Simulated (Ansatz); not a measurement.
# A series of single points on HfO2

System: HfO2 (Fmmm, 3 atoms in the cell).
Method: DFT PBEsol, scalar-relativistic, plane waves, PAW, no spin polarisation (Ansatz 0.2.0).

The 8 runs differ only in the geometry, by a strain of the cell at fixed fractional positions. Against run 4, the strain is εxx = −0.93 η and εyy = η. The structure derives from an entry of the Crystallography Open Database.

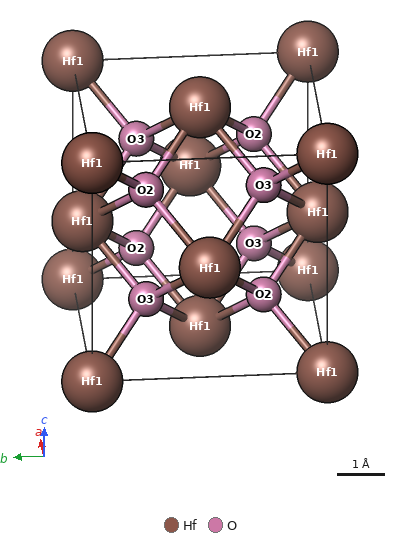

Figure 1. The structure of run 4 (ball-and-stick view of the cell 4 times as large as that of the calculation, set on its symmetry axes, seen at an oblique angle; atoms are numbered from 1 in the order of the input).

## Input of run 4
```yaml
crystal:
  lattice:
    - [0.0, 2.46159375, 2.5575]
    - [2.65340625, 0.0, 2.5575]
    - [2.65340625, 2.46159375, 0.0]
  atoms:
    - { symbol: Hf, position: [0.0, 0.0, 0.0] }
    - { symbol: O, position: [0.25, 0.25, 0.25] }
    - { symbol: O, position: [0.75, 0.75, 0.75] }
basis:
  ecutwfc: 420
kpoints:
  mp_grid: { grid: [8, 8, 8] }
hamiltonian:
  xc: pbesol
scf:
  occupations: { method: gaussian, width: 0.05 }
output:
  forces: true
  stress: true
  eigenvalues: true
```

Run 5 differs from it as follows:
```diff
-    - [0.0, 2.46159375, 2.5575]
-    - [2.65340625, 0.0, 2.5575]
-    - [2.65340625, 2.46159375, 0.0]
+    - [0.0, 2.4935625, 2.5575]
+    - [2.6214375, 0.0, 2.5575]
+    - [2.6214375, 2.4935625, 0.0]
```

## Results, with one run withheld

| run | strain parameter η (%) | free energy per atom, from the lowest run given (meV) | pressure (GPa) | gap on the mesh (eV) |
| --- | --- | --- | --- | --- |
| 1 | −5.1948 | 231.83 | −7.37 | 1.19 |
| 2 | −3.8961 | 167.97 | −8.15 | 1.63 |
| 3 | −2.5974 | 114.52 | −8.79 | 2.05 |
| 4 | 0.0000 | 37.85 | −9.70 | 2.81 |
| 5 | 1.2987 | ? | ? | ? |
| 6 | 2.5974 | 0.00 | −10.12 | 3.43 |
| 7 | 9.0909 | 71.25 | −9.31 | 2.44 |
| 8 | 14.2857 | 306.61 | −6.43 | 0.73 |

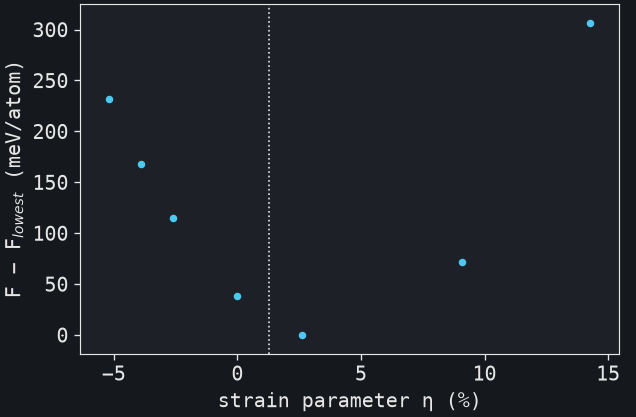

Figure 2. Free energy per atom of the runs given; the dotted line marks run 5.

What should run 5 give?

A cubic polynomial in the coordinate, fitted to the 7 runs given, misses them by at most 0.98 meV per atom. With x = η − 2.0408, it reads F = 4.0907 − 10.715 x + 2.8689 x² + 0.0018618 x³ (meV per atom). At run 5 it gives 13.62 meV per atom, and the run itself gives 14.17. The fit has its minimum at η = 3.9049 %. So low a polynomial doesn't follow these energies more closely. The gap on the mesh lies between 0.73 eV (run 8) and 3.43 eV (run 6); run 5 has 3.15 eV. These are gaps of this functional on this mesh, which can miss the band edges; they aren't the measured gap.

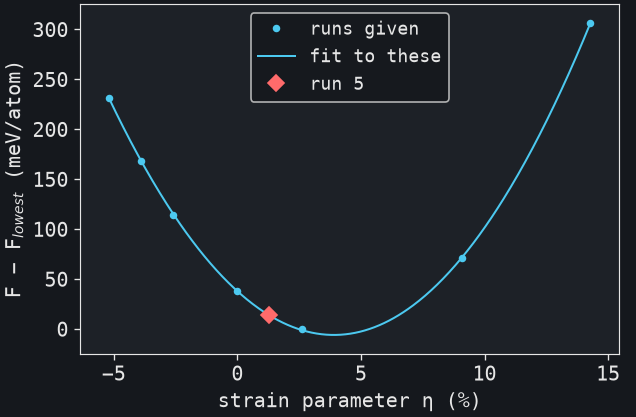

Figure 3. The fit and the withheld run.

## Output, shortened to warnings, some set-up lines, iterations and results (run 5)
```
Basis set: ecut = 420 eV, 641 PW (Γ), exchange–correlation on 48×50×50 points (8 copies of the dense FFT grid, shifted against one another)
Symmetry: 8 space group operations
k-points: 95 of 512
Initial density: superposition of atomic densities (neutral atoms: chi_scale 0, normalization atom), corrected by the library's trained network
[...]
SCF iter   1: F=—  HF=-16724.989893 eV  |F-HF|=—  |Δ(HF+E_count)|=         —  Δρ=1.67e-2  dr2=7.49e-2  ethr=1.77e-3  ⟨swp⟩=4.5  Hψ=8006  notcnv=0
SCF iter   2: F=—  HF=-16724.979743 eV  |F-HF|=—  |Δ(HF+E_count)|=   1.01e-2  Δρ=1.07e-2  dr2=3.21e-2  ethr=1.97e-4  ⟨swp⟩=2.0  Hψ=4745  notcnv=0
SCF iter   3: F=—  HF=-16724.971208 eV  |F-HF|=—  |Δ(HF+E_count)|=   8.53e-3  Δρ=1.31e-3  dr2=2.56e-4  ethr=8.44e-5  ⟨swp⟩=2.0  Hψ=3897  notcnv=0
SCF iter   4: F=—  HF=-16724.971328 eV  |F-HF|=—  |Δ(HF+E_count)|=   1.20e-4  Δρ=5.20e-4  dr2=2.85e-5  ethr=6.74e-7  ⟨swp⟩=2.3  Hψ=3936  notcnv=0
SCF iter   5: F=—  HF=-16724.971380 eV  |F-HF|=—  |Δ(HF+E_count)|=   5.21e-5  Δρ=1.35e-4  dr2=1.88e-6  ethr=7.49e-8  ⟨swp⟩=2.3  Hψ=3964  notcnv=0
SCF iter   6: F=-16724.971383 eV  HF=-16724.971383 eV  |F-HF|=7.08e-9  |Δ(HF+E_count)|=   2.93e-6  Δρ=7.16e-6  dr2=8.46e-9  ethr=2.63e-10  ⟨swp⟩=3.7  Hψ=9753  notcnv=0
SCF 1 converged in 6 iterations: F = -16724.971383 eV  dr2 = 8.46e-9
SCF converged after 6 iterations
Free energy (F): -16724.971383 eV
Harris-Foulkes:  -16724.971383 eV  (|F-HF|=7.08e-9)
Internal energy: -16724.971383 eV  (E = F + TS)
E sigma→0 (E₀):  -16724.971383 eV
Fermi energy:    17.245945 eV
--- Per-component energies (eV) ---
  E_band       = 27.599297
  E_kinetic    = 767.950966
  E_local      = -5811.527262  (includes V_loc(G=0)·N_el)
  E_nonlocal   = -1141.416677
  E_hartree    = 2655.652131
  E_xc         = -442.613812
  E_vxc        = -452.057066  (∫ρ·V_xc dr)
  E_paw        = -7110.080573  (= ΣΔE_a)
  E_vpaw       = 1353.345229  (= ΣTr[D̂ρ^β])
  E_aug_tail   = 0.004947  (compensation charges beyond the density's cutoff)
  E_ewald      = -5644.262771
  E_core_change = 1.321667  (= ΣΔE_core)
  E_smearing   = -0.000000  (= −TS)
  E_closure    = 0.000000  (closes the sum)
  Σ components = -16724.971383   (vs F -16724.971383, Δ=0.00e0)
--- Forces (eV/Å), atoms counted from 1 ---
  atom   1  Hf     0.00000000     0.00000000     0.00000000
  atom   2  O      0.00000000     0.00000000     0.00000000
  atom   3  O      0.00000000     0.00000000     0.00000000
  max |Σ_I F_I| component: 3.94e-31 eV/Å
--- Stress (GPa, compression-positive) ---
      -21.077156       0.000000       0.000000
        0.000000       1.158118       0.000000
        0.000000       0.000000      -9.978262
  P = ⅓ Tr σ = -9.9658 GPa (-99.658 kbar)
```

Notes: Spin–orbit coupling is left out, which matters for Hf.
